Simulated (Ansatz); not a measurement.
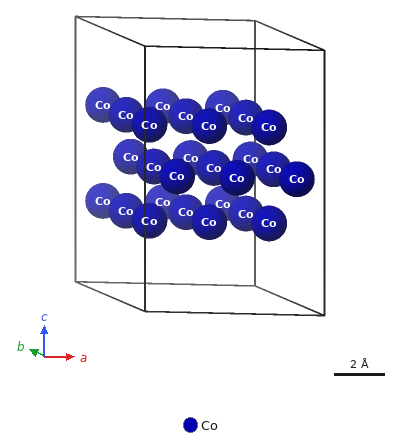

**Figure 1.** The input geometry (spheres-only view of the 3 × 3 repeat of the cell, with the vacuum cut short, seen slightly off an axis). An atom can appear more than once, as a periodic image.

**Geometry relaxation, with input and output: Co (part 1 of 3)**

Co (slab, 3 atoms in the cell), computed with DFT PBEsol, scalar-relativistic, plane waves, PAW, spin-polarised (Ansatz 0.2.0).

The structure derives from an entry of the Crystallography Open Database. The input holds or restrains some coordinates. Forces given for the steps count only the free coordinates. It belongs to a series of runs on one base structure; here: clean slab, lower half held. Figures and captions count atoms from 1; the log counts them from 0 in places.

Input file:
```yaml
crystal:
  lattice:
    - [2.4564222521, 0.0, 0.0]
    - [-1.228211126, 2.1273240727, 0.0]
    - [0.0, 0.0, 20.9694135642]
  atoms:
    - { symbol: Co, position: [0.3333333333, 0.6666666667, 0.4053522991], spin: 1.8 }
    - { symbol: Co, position: [0.6666666667, 0.3333333333, 0.5], spin: 1.8 }
    - { symbol: Co, position: [0.3333333333, 0.6666666667, 0.5946477009], spin: 1.8 }
basis:
  ecutwfc: 420
kpoints:
  mp_grid: { grid: [12, 12, 1] }
hamiltonian:
  xc: pbesol
scf:
  occupations: { method: gaussian, width: 0.1 }
output:
  forces: true
  eigenvalues: true
  populations: true
  write_density: true
  write_potential: true
  elf: true
  volumetric_format: npy
magnetization:
  spin_polarized: true
relax:
  adjacent_minimum: "off"
  f_tol: 0.03
  max_steps: 70
  constraints: [{ sites: [0] }]
efield:
  axis: 3
  dipole_correction: true
  ramp_width: 0.04
```

Launch command:
```bash
ansatz run input.yaml --threads 1 --pin off --max-ram 2560MiB --backend cpu --events-out ev --progress --plain --runs-dir out
```

What the program printed:
```
Engine: ansatz 0.2.0, x86_64-unknown-linux-gnu
Pseudopotentials: kind: paw
Pseudopotential: Co, paw, valence charge 17, recommended cutoff 420 eV (normal), Co.paw.azcp
Functional definition: PBEsol
  exchange = pbesol_x
  correlation = pbesol_c
Crystal: 3 atoms, lattice volume = 109.578 Å³
Basis set: ecut = 420 eV, 2057 PW (Γ), exchange–correlation on 36×36×288 points (8 copies of the dense FFT grid, shifted against one another)
Bands: 34, of which v1, the nominal top of the filled ones, is band 26 counted from 1 (25 counted from 0)
Symmetry: 6 space group operations
k-points: 19 of 144 (time reversal used)
Non-local potential: Co, projectors of the file, l = 0: 3, l = 1: 2, l = 2: 3, l = 3: 1
PAW form: soft (Blöchl's): semilocal exchange-correlation on the pseudo side does not see the compensation charge
PAW frozen core: Co, regenerated for the run's functional, and the local potential with it (the file was generated under x = pbe(κ = 0.804, μ = 0.2195149727645171), c = pbe(β = 0.06672455060314922))
PAW one-centre angular grid: Co, 590 points (default); XC on 64 Gauss nodes
Initial density: superposition of atomic densities (neutral atoms: chi_scale 0, normalization atom)
Starting moments: Σ|m| = 5.4 μB on 3 of 3 sites
Initial wavefunctions: pseudopotential atomic-orbital guess
Functional: x = pbesol(κ = 0.804, μ = 0.12345679012345678), c = pbesol(β = 0.046)
SCF iter   1: F=—  HF=-15276.294923 eV  |F-HF|=—  |Δ(HF+E_count)|=         —  Δρ=5.04e-2 (↑1.49e-2 ↓5.04e-2)  dr2=4.77e0  dr2_m=4.08e-1  M=5.250 μB ∫|m|=5.422 μB  β_m=1.00  ethr=3.10e-3  p=0.000 e·Å  D=1.97e-13 V/Å  ΔV_dip=-0.00 eV  dr2_dipole=2.03e-7  V_vac-E_F(+/−)=7.55/7.55 eV  ⟨swp⟩=11.3  Hψ=7402  notcnv=0
Mixer restart at iter 1: flushing history
efield: sawtooth ramp at fractional position 0.9800 (placed from the atoms, in the widest stretch of the axis that holds none; the zero of the levels goes with the place), width 0.0400; the density the first Hamiltonian is built on has a dipole p = 0.000 e·Å; the dipole correction subtracts the counter field D = 1.97e-13 V/Å, which shifts the + side's vacuum level by -0.00 eV against the − side's; the planar-averaged density in the ramp window peaks in size at 1.2e-6 e/Å³
preconditioner: auto → LDOS  [metal: Δε(μ)=0.060 eV  Ē_g=7.307 eV  σ=0.100 eV  W_gap=0.32  n_scr=16 (ndim 8)  ℏωp=18.4 eV  f_vac=0.632  D(μ)=3.31/eV (n_scr^D=14)]
spin=Collinear: LDOS preconditioning applied to the charge; magnetization (m = ρ↑ − ρ↓) channel mixes plain (no charge-response kernel on spin).
SCF iter   2: F=—  HF=-15275.319485 eV  |F-HF|=—  |Δ(HF+E_count)|=   9.75e-1  Δρ=1.01e-2 (↑1.01e-2 ↓8.02e-3)  dr2=3.58e-1  dr2_m=4.44e-2  M=5.235 μB ∫|m|=5.597 μB  β_m=0.34  ethr=3.10e-3  p=0.000 e·Å  D=4.95e-5 V/Å  ΔV_dip=-0.00 eV  dr2_dipole=9.09e-8  V_vac-E_F(+/−)=6.54/6.54 eV  ⟨swp⟩=2.9  Hψ=2555  notcnv=0  defer=83
density mixer auto → msr1: a metal under ldos (density of states about μ 2.95 of a free-electron gas's, 16 screened modes)
SCF iter   3: F=—  HF=-15276.329777 eV  |F-HF|=—  |Δ(HF+E_count)|=    1.01e0  Δρ=4.71e-3 (↑4.71e-3 ↓4.37e-3)  dr2=7.57e-2  dr2_m=9.71e-3  M=5.244 μB ∫|m|=5.628 μB  β_m=0.47  ethr=7.01e-4  p=0.000 e·Å  D=2.51e-5 V/Å  ΔV_dip=-0.00 eV  dr2_dipole=2.78e-8  V_vac-E_F(+/−)=5.99/5.99 eV  ⟨swp⟩=2.8  Hψ=2230  notcnv=0  defer=84
SCF iter   4: F=—  HF=-15277.141019 eV  |F-HF|=—  |Δ(HF+E_count)|=         —  Δρ=3.09e-3 (↑2.87e-3 ↓3.09e-3)  dr2=2.21e-2  dr2_m=2.71e-3  M=5.228 μB ∫|m|=5.648 μB  β_m=0.47  ethr=1.48e-4  p=0.000 e·Å  D=3.58e-6 V/Å  ΔV_dip=-0.00 eV  dr2_dipole=5.56e-9  V_vac-E_F(+/−)=5.47/5.47 eV  ⟨swp⟩=3.2  Hψ=2773  notcnv=0  defer=85
SCF iter   5: F=—  HF=-15277.257623 eV  |F-HF|=—  |Δ(HF+E_count)|=   1.17e-1  Δρ=3.02e-3 (↑1.35e-3 ↓3.02e-3)  dr2=1.29e-2  dr2_m=1.95e-3  M=5.186 μB ∫|m|=5.609 μB  β_m=0.74  ethr=4.34e-5  p=0.000 e·Å  D=4.98e-6 V/Å  ΔV_dip=-0.00 eV  dr2_dipole=2.15e-9  V_vac-E_F(+/−)=5.34/5.34 eV  ⟨swp⟩=2.2  Hψ=2218  notcnv=0  defer=85
SCF iter   6: F=—  HF=-15277.293497 eV  |F-HF|=—  |Δ(HF+E_count)|=   3.59e-2  Δρ=1.15e-3 (↑5.78e-4 ↓1.15e-3)  dr2=1.77e-3  dr2_m=3.88e-4  M=5.147 μB ∫|m|=5.572 μB  β_m=0.87  ethr=2.52e-5  p=-0.000 e·Å  D=-8.59e-6 V/Å  ΔV_dip=0.00 eV  dr2_dipole=1.01e-8  V_vac-E_F(+/−)=5.20/5.20 eV  ⟨swp⟩=2.1  Hψ=2199  notcnv=0  defer=87
SCF iter   7: F=—  HF=-15277.295037 eV  |F-HF|=—  |Δ(HF+E_count)|=   1.54e-3  Δρ=5.79e-4 (↑3.53e-4 ↓5.79e-4)  dr2=9.29e-4  dr2_m=5.54e-5  M=5.132 μB ∫|m|=5.558 μB  β_m=0.89  ethr=3.48e-6  p=0.000 e·Å  D=2.08e-5 V/Å  ΔV_dip=-0.00 eV  dr2_dipole=1.08e-7  V_vac-E_F(+/−)=5.17/5.17 eV  ⟨swp⟩=2.2  Hψ=2272  notcnv=0  defer=88
SCF iter   8: F=—  HF=-15277.295292 eV  |F-HF|=—  |Δ(HF+E_count)|=   2.54e-4  Δρ=3.54e-4 (↑3.04e-4 ↓3.54e-4)  dr2=2.49e-4  dr2_m=3.83e-6  M=5.126 μB ∫|m|=5.555 μB  β_m=0.70  ethr=1.82e-6  p=-0.000 e·Å  D=-2.78e-5 V/Å  ΔV_dip=0.00 eV  dr2_dipole=2.29e-7  V_vac-E_F(+/−)=5.14/5.14 eV  ⟨swp⟩=2.9  Hψ=2636  notcnv=0  defer=88
SCF iter   9: F=—  HF=-15277.295243 eV  |F-HF|=—  |Δ(HF+E_count)|=   4.88e-5  Δρ=5.18e-5 (↑5.18e-5 ↓3.56e-5)  dr2=1.29e-6  dr2_m=1.48e-6  M=5.125 μB ∫|m|=5.554 μB  β_m=0.72  ethr=4.88e-7  p=0.000 e·Å  D=5.39e-6 V/Å  ΔV_dip=-0.00 eV  dr2_dipole=3.92e-8  V_vac-E_F(+/−)=5.14/5.14 eV  ⟨swp⟩=2.1  Hψ=1785  notcnv=0  defer=88
SCF iter  10: F=-15277.295244 eV  HF=-15277.295245 eV  |F-HF|=8.13e-7  |Δ(HF+E_count)|=   2.20e-6  Δρ=1.39e-5 (↑1.12e-5 ↓1.39e-5)  dr2=9.39e-7  dr2_m=4.20e-8  M=5.125 μB ∫|m|=5.554 μB  ethr=2.52e-9  p=-0.000 e·Å  D=-1.01e-5 V/Å  ΔV_dip=0.00 eV  dr2_dipole=1.13e-7  V_vac-E_F(+/−)=5.13/5.13 eV  ⟨swp⟩=17.9  Hψ=12778  notcnv=0
SCF 1 converged in 10 iterations: F = -15277.295244 eV  dr2 = 9.39e-7
  greatest PAW one-centre occupation: 1.002 electrons in one spin orbital (limit 2), on the Co atom at site 0 (counted from 0), in its partial waves of l = 1
relax step   1: F+E_penalty+E_count = -15277.29524414 eV  Δ(F+E_penalty+E_count) = +0.000e0 eV  max|allowed force component| = 2.000e-1 eV/Å  Δτ_max = 0.0000 Å  (10 SCF iters, dr2 threshold 2.25e-5 eV, accepted)
Initial density: handed on by an earlier stage of this run
Starting moments: Σ|m| = 5.4 μB on 3 of 3 sites; this step starts from the density that it was given
Initial wavefunctions: those handed on with the density
iter 1 solved again at ethr=1.55e-5 eV; its pass at ethr=3.10e-3 eV (dr2=7.93e-3 eV) is discarded
SCF iter   1: F=—  HF=-15277.298947 eV  |F-HF|=—  |Δ(HF+E_count)|=         —  Δρ=1.93e-3 (↑1.41e-3 ↓1.93e-3)  dr2=6.30e-3  dr2_m=2.41e-3  M=5.121 μB ∫|m|=5.547 μB  β_m=1.00  ethr=1.55e-5  p=-0.000 e·Å  D=-1.00e-5 V/Å  ΔV_dip=0.00 eV  dr2_dipole=1.31e-3  V_vac-E_F(+/−)=5.12/5.12 eV  ⟨swp⟩=2.4  Hψ=4320  notcnv=0  defer=91
efield: sawtooth ramp at fractional position 0.9800 (handed on by an earlier solve), width 0.0400; the density the first Hamiltonian is built on has a dipole p = -0.000 e·Å; the dipole correction subtracts the counter field D = -1.00e-5 V/Å, which shifts the + side's vacuum level by +0.00 eV against the − side's; the planar-averaged density in the ramp window peaks in size at 1.4e-6 e/Å³
preconditioner: auto → LDOS  [metal: Δε(μ)=0.023 eV  Ē_g=6.973 eV  σ=0.100 eV  W_gap=0.13  n_scr=10 (ndim 8)  ℏωp=18.4 eV  f_vac=0.646  D(μ)=3.26/eV (n_scr^D=14)]
spin=Collinear: LDOS preconditioning applied to the charge; magnetization (m = ρ↑ − ρ↓) channel mixes plain (no charge-response kernel on spin).
SCF iter   2: F=—  HF=-15277.298915 eV  |F-HF|=—  |Δ(HF+E_count)|=   3.21e-5  Δρ=4.35e-4 (↑4.35e-4 ↓3.32e-4)  dr2=5.72e-4  dr2_m=2.38e-5  M=5.120 μB ∫|m|=5.545 μB  β_m=0.31  ethr=1.23e-5  p=0.001 e·Å  D=1.25e-3 V/Å  ΔV_dip=-0.03 eV  dr2_dipole=7.80e-5  V_vac-E_F(+/−)=5.10/5.12 eV  ⟨swp⟩=1.5  Hψ=1370  notcnv=0  defer=91
density mixer auto → msr1: a metal under ldos (density of states about μ 2.79 of a free-electron gas's, 16 screened modes)
SCF iter   3: F=—  HF=-15277.298978 eV  |F-HF|=—  |Δ(HF+E_count)|=   6.32e-5  Δρ=3.78e-4 (↑3.78e-4 ↓2.03e-4)  dr2=1.17e-4  dr2_m=4.59e-5  M=5.118 μB ∫|m|=5.544 μB  β_m=0.53  ethr=1.12e-6  p=0.001 e·Å  D=1.24e-3 V/Å  ΔV_dip=-0.03 eV  dr2_dipole=4.73e-6  V_vac-E_F(+/−)=5.10/5.12 eV  ⟨swp⟩=2.0  Hψ=1728  notcnv=0  defer=91
SCF iter   4: F=—  HF=-15277.299134 eV  |F-HF|=—  |Δ(HF+E_count)|=   1.56e-4  Δρ=2.26e-4 (↑2.26e-4 ↓1.13e-4)  dr2=4.46e-5  dr2_m=2.05e-5  M=5.114 μB ∫|m|=5.540 μB  β_m=0.51  ethr=2.29e-7  p=0.000 e·Å  D=6.37e-4 V/Å  ΔV_dip=-0.01 eV  dr2_dipole=6.00e-6  V_vac-E_F(+/−)=5.11/5.13 eV  ⟨swp⟩=2.2  Hψ=2249  notcnv=0  defer=91
SCF iter   5: F=—  HF=-15277.299145 eV  |F-HF|=—  |Δ(HF+E_count)|=   1.13e-5  Δρ=1.26e-4 (↑9.28e-5 ↓1.26e-4)  dr2=6.56e-6  dr2_m=1.06e-5  M=5.114 μB ∫|m|=5.539 μB  β_m=0.76  ethr=8.75e-8  p=0.000 e·Å  D=3.95e-4 V/Å  ΔV_dip=-0.01 eV  dr2_dipole=1.42e-6  V_vac-E_F(+/−)=5.12/5.13 eV  ⟨swp⟩=2.4  Hψ=1901  notcnv=0  defer=91
SCF iter   6: F=—  HF=-15277.299176 eV  |F-HF|=—  |Δ(HF+E_count)|=   3.00e-5  Δρ=1.29e-4 (↑1.29e-4 ↓4.34e-5)  dr2=1.10e-5  dr2_m=6.32e-6  M=5.112 μB ∫|m|=5.537 μB  β_m=0.87  ethr=1.29e-8  p=0.000 e·Å  D=2.10e-4 V/Å  ΔV_dip=-0.00 eV  dr2_dipole=2.26e-6  V_vac-E_F(+/−)=5.12/5.13 eV  ⟨swp⟩=2.8  Hψ=2627  notcnv=0  defer=91
SCF iter   7: F=—  HF=-15277.299180 eV  |F-HF|=—  |Δ(HF+E_count)|=   4.73e-6  Δρ=6.89e-5 (↑6.89e-5 ↓3.69e-5)  dr2=1.72e-5  dr2_m=3.55e-7  M=5.110 μB ∫|m|=5.535 μB  β_m=0.75  ethr=1.29e-8  p=-0.000 e·Å  D=-1.96e-4 V/Å  ΔV_dip=0.00 eV  dr2_dipole=5.36e-6  V_vac-E_F(+/−)=5.13/5.13 eV  ⟨swp⟩=2.4  Hψ=2338  notcnv=0  defer=91
SCF iter   8: F=—  HF=-15277.299179 eV  |F-HF|=—  |Δ(HF+E_count)|=   1.56e-6  Δρ=4.18e-5 (↑4.18e-5 ↓1.67e-5)  dr2=2.00e-6  dr2_m=2.08e-7  M=5.110 μB ∫|m|=5.535 μB  β_m=0.59  ethr=1.29e-8  p=-0.000 e·Å  D=-7.73e-6 V/Å  ΔV_dip=0.00 eV  dr2_dipole=9.92e-8  V_vac-E_F(+/−)=5.13/5.13 eV  ⟨swp⟩=2.8  Hψ=2529  notcnv=0  defer=91
SCF iter   9: F=—  HF=-15277.299178 eV  |F-HF|=—  |Δ(HF+E_count)|=   2.74e-7  Δρ=1.26e-5 (↑1.26e-5 ↓3.18e-6)  dr2=1.22e-7  dr2_m=3.48e-8  M=5.110 μB ∫|m|=5.535 μB  β_m=0.56  ethr=3.91e-9  p=-0.000 e·Å  D=-1.22e-5 V/Å  ΔV_dip=0.00 eV  dr2_dipole=2.90e-9  V_vac-E_F(+/−)=5.13/5.13 eV  ⟨swp⟩=2.2  Hψ=1917  notcnv=0  defer=91
iter 10 did not close the SCF: its close was put off until two iterations running show no level that it waits for move by more than its bar (scf_convergence_deferred on its scf_iter line)
SCF iter  10: F=-15277.299177 eV  HF=-15277.299179 eV  |F-HF|=1.79e-6  |Δ(HF+E_count)|=   1.95e-7  Δρ=3.60e-5 (↑3.67e-6 ↓3.60e-5)  dr2=2.04e-6  dr2_m=2.80e-7  M=5.110 μB ∫|m|=5.535 μB  β_m=0.63  ethr=2.39e-10  p=-0.000 e·Å  D=-1.01e-5 V/Å  ΔV_dip=0.00 eV  dr2_dipole=1.08e-10  V_vac-E_F(+/−)=5.13/5.13 eV  ⟨swp⟩=16.0  Hψ=11200  notcnv=0
iter 11 did not close the SCF: its close was put off until two iterations running show no level that it waits for move by more than its bar (scf_convergence_deferred on its scf_iter line)
SCF iter  11: F=-15277.299178 eV  HF=-15277.299179 eV  |F-HF|=9.52e-7  |Δ(HF+E_count)|=   1.29e-8  Δρ=2.58e-5 (↑2.82e-6 ↓2.58e-5)  dr2=1.06e-6  dr2_m=1.47e-7  M=5.110 μB ∫|m|=5.535 μB  β_m=0.81  ethr=2.39e-10  p=-0.000 e·Å  D=-8.98e-6 V/Å  ΔV_dip=0.00 eV  dr2_dipole=1.23e-8  V_vac-E_F(+/−)=5.13/5.13 eV  ⟨swp⟩=10.5  Hψ=8775  notcnv=0
SCF iter  12: F=-15277.299178 eV  HF=-15277.299179 eV  |F-HF|=1.83e-7  |Δ(HF+E_count)|=   2.84e-8  Δρ=7.74e-6 (↑4.00e-6 ↓7.74e-6)  dr2=1.91e-7  dr2_m=4.43e-9  M=5.110 μB ∫|m|=5.535 μB  ethr=2.39e-10  p=-0.000 e·Å  D=-2.55e-6 V/Å  ΔV_dip=0.00 eV  dr2_dipole=1.59e-8  V_vac-E_F(+/−)=5.13/5.13 eV  ⟨swp⟩=10.7  Hψ=9109  notcnv=0
SCF 2 converged in 12 iterations: F = -15277.299178 eV  dr2 = 1.91e-7
  greatest PAW one-centre occupation: 1.002 electrons in one spin orbital (limit 2), on the Co atom at site 2 (counted from 0), in its partial waves of l = 1
relax step   2: F+E_penalty+E_count = -15277.29917839 eV  Δ(F+E_penalty+E_count) = -3.934e-3 eV  max|allowed force component| = 1.206e-1 eV/Å  Δτ_max = 0.0245 Å  (12 SCF iters, dr2 threshold 2.50e-6 eV, accepted)
```
